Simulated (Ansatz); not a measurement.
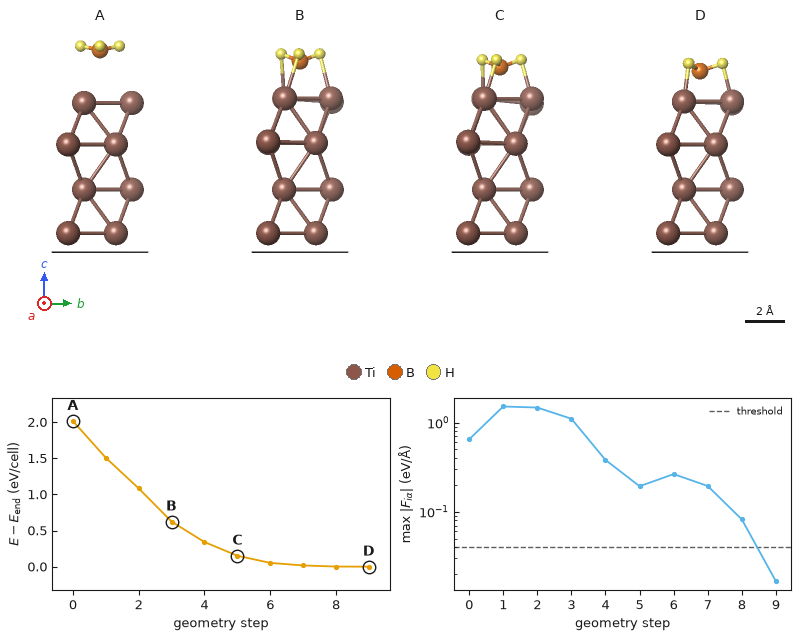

Frames of a constrained relaxation of a slab of composition Ti₁₆BH₃ (cut from the P6_3/mmc phase), marked on the history of the run. A ball-and-stick model of the cell of the calculation, outlined in the plane, without the vacuum (origin shifted), seen along the a axis.

Case: 1 BH3 a cell, flat, over a hollow Ti-Ti-Ti site. The slab is the (0 0 1) face of Ti with BH3 on it. 8 atoms are held fixed.

Computed with DFT PBE+D3(BJ), scalar-relativistic, plane waves, PAW (Ansatz 0.2.0). Set-up: plane-wave cutoff 420 eV; k-point mesh 4 × 4 × 1; occupations gaussian; smearing width 0.1 eV; no spin polarisation; dipole correction; atoms relaxed in a fixed cell; force threshold 0.04 eV/Å; at most 100 steps.

> Describe the path.

The energy falls by 2.015 eV per cell of the calculation in 9 geometry steps. Largest force component: 0.65 eV/Å at the start, 0.017 eV/Å at the end. The B atom moves most: 1.11 Å along the normal (−c). By element the largest moves are B 1.11 Å, H 1.09 Å, Ti 0.08 Å. The cell stays as it was. Some distances before and after: H–Ti 3.112 → 2.059 Å, B–Ti 3.241 → 2.320 Å, Ti–Ti 2.740 → 2.808 Å, B–H 1.190 → 1.249 Å. New bonds form, among them: H–Ti (3.11 → 2.06 Å). Bond angles that change, for instance: H–B–H 117.1° → 110.2°. Cost: 2.5 min on 4 threads of Arm Neoverse V2 (shared host), peak memory 1.6 GiB. From step 0 to 3: the B atom moves most (0.59 Å), energy −1.391 eV per cell of the calculation. From step 3 to 5: H atoms move most (0.34 Å), energy −0.472 eV per cell of the calculation. From step 5 to 9: H atoms move most (0.46 Å), energy −0.152 eV per cell of the calculation.

Limits of the set-up: the periodic images lie only 5.8 Å apart, so the values are limited by the cell's size.
